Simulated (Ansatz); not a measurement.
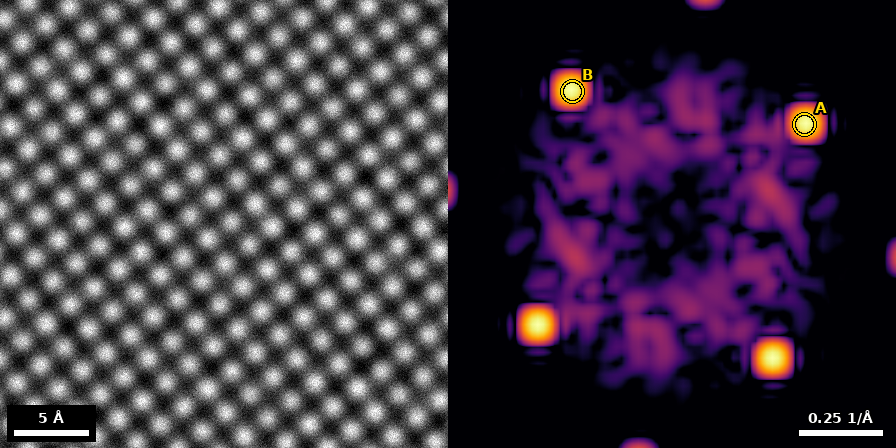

iDPC-like image of W (Fm-3m, No. 225) along [001]. Simulated as the projected potential of neutral atoms (B = 0.5 Å²) blurred by a 1.08 Å probe, the thin-sample limit of integrated differential phase contrast. Shot noise and the speckle of an amorphous layer were added. Structure: the input geometry of a calculation; the starting structure was generated, so it need not be a known form of this composition.

The right panel is the modulus of the image's Fourier transform on a logarithmic scale.

a = 3.999 Å, b = 3.999 Å, c = 3.999 Å, α = 90.00°, β = 90.00°, γ = 90.00°

Index the marked spots and give their plane spacings (the zone axis points at the viewer; indices equivalent by symmetry, or all signs reversed, are as good).

Answer. A: (020), d = 2.00 Å; B: (-2 0 0), d = 2.00 Å. A and B enclose 90°, and every spot obeys the zone law hu + kv + lw = 0 for [001].
